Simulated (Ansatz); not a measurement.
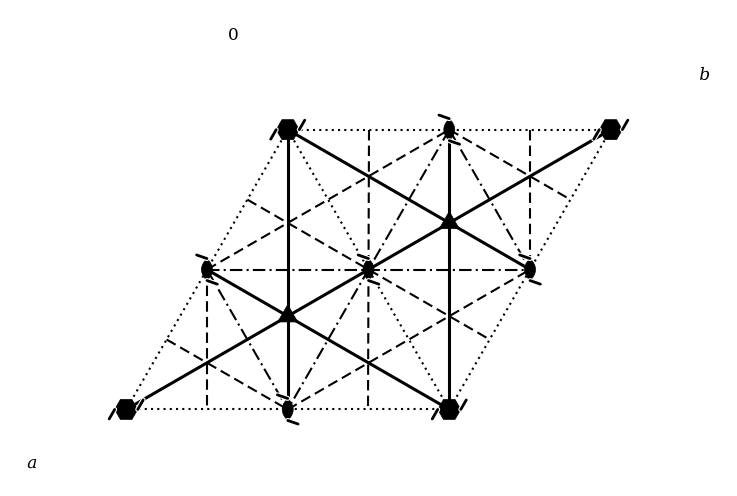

Symmetry elements of a space group, projected down c, computed from the operations of a computed or model structure of composition MgS, which need not be its known form.

Symbols follow the International Tables: origin at the upper left, the third axis towards the viewer; heavy, dashed, dotted, dash-dotted and dash-dot-dot lines are mirror, in-plane glide, out-of-plane glide, diagonal (n; with arrows d) and double (e) glide planes seen edge on; arrows at the rim are 2 (full head) and 2₁ (half head) axes in the plane; the corner sign is a plane parallel to the page; fractions are heights. Handed screw axes carry their printed symbol instead of tails.

Identify the space group.

No. 186, P6_3mc; primitive hexagonal, point group 6mm, 12 general positions a cell.

List the elements shown.

6₃ axes along c at (0, 0); 3 axes along c at (1/3, 2/3), (2/3, 1/3); 2₁ axes along c at (0, 1/2), (1/2, 0), (1/2, 1/2); mirror planes holding c and [1 2 0] or [2 1 0] or [−1 1 0]; in-plane glide planes holding c and [1 2 0] or [2 1 0] or [−1 1 0]; c glide planes normal to a*, at x = 0; n glide planes normal to a*, at x = 1/2; c glide planes normal to b*, at y = 0; n glide planes normal to b*, at y = 1/2; c glide planes holding c and [1 1 0]; diagonal glide planes holding c and [1 1 0]. Heights repeat every half period; positions are (a, b) fractions, modulo 1.

Write the general positions (in any order).

x, y, z
x−y, x, z+1/2
−y, x−y, z
−x, −y, z+1/2
−x+y, −x, z
y, −x+y, z+1/2
y, x, z+1/2
x, x−y, z
x−y, −y, z+1/2
−y, −x, z
−x, −x+y, z+1/2
−x+y, y, z
